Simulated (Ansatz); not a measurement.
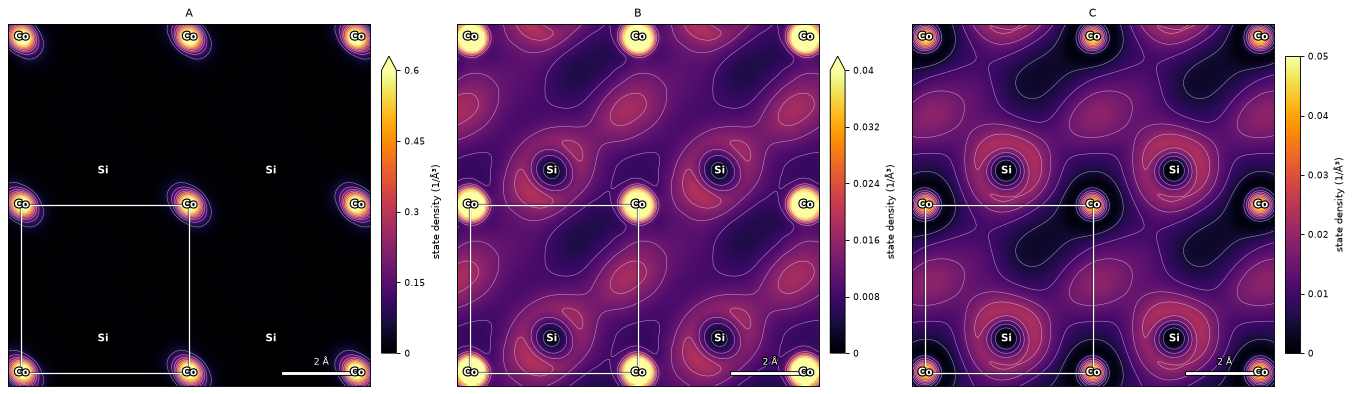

CoSi: densities of the states in three energy windows, on the (010) plane of the conventional cell.

Space group P2_13; spin-polarised.

All numbers below come from DFT PBE, scalar-relativistic, plane waves, PAW in Ansatz 0.2.0.

In a PAW calculation such maps are meaningful between the atoms, not at the nuclei.

> Match the panels to the energy ranges (zero at the Fermi level): −13.7 to −9.1 eV, −9.1 to −4.6 eV and −0.25 to +0.25 eV.

Panel A: −0.25 to +0.25 eV, the states at the Fermi level, mainly Co 3d (85 %) and Si 3p (10 %).
Panel B: −9.1 to −4.6 eV, the middle third of the occupied valence band, mainly Si 3p (45 %), Co 3d (25 %) and Si 3s (20 %).
Panel C: −13.7 to −9.1 eV, the lower third of the occupied valence band, mainly Si 3s (50 %), Si 3p (25 %) and Co 4s (20 %).
The characters are Löwdin shares on a minimal set of atomic orbitals. At the bottom of an sp band the diffuse p orbitals of such a set take a share of s-like charge between the atoms, so the p share there is overstated.

Cost of the run: 62 s on 2 threads of Intel(R) Xeon(R) Platinum 8259CL CPU @ 2.50GHz (Skylake/Cascade Lake), with other jobs on the host, peak memory 0.82 GiB.
